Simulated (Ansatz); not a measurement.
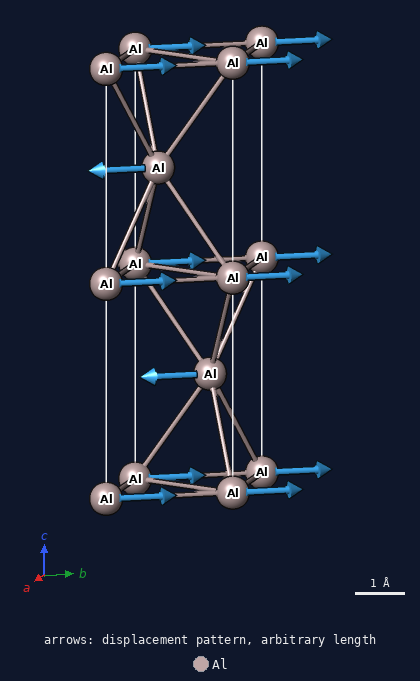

Phonons of a crystal of Al relaxed at 15 GPa, space group P6₃/mmc (No. 194), at the zone centre. The optical levels lie at 117 (×2), 143 (×2), 189 (×2), 290, 292, 411 cm⁻¹. One mode is drawn. The blue arrows give the relative displacements of the atoms. The picture is a ball-and-stick view of the cell of the calculation, seen slightly off an axis.

Computed with Ansatz 0.2.0, DFT PBEsol, scalar-relativistic, plane waves, PAW. Settings: plane-wave cutoff 420 eV; k-point mesh 18 × 18 × 6; occupations fermi dirac; smearing width 0.15 eV; target pressure 15 GPa; no spin polarisation.

The frequencies depend somewhat on the k-mesh and the smearing.

Question: Which of these frequencies is the drawn mode's?

Answer: The level at 189 cm⁻¹. This is the E₁u mode (doubly degenerate; one member of the set is drawn), optical level 3 of 6, counted from below, infrared-active by symmetry. The Al (2a) sublattice moves against the Al (2c) sublattice, along b. The crystal is a metal, so free carriers screen the infrared response.
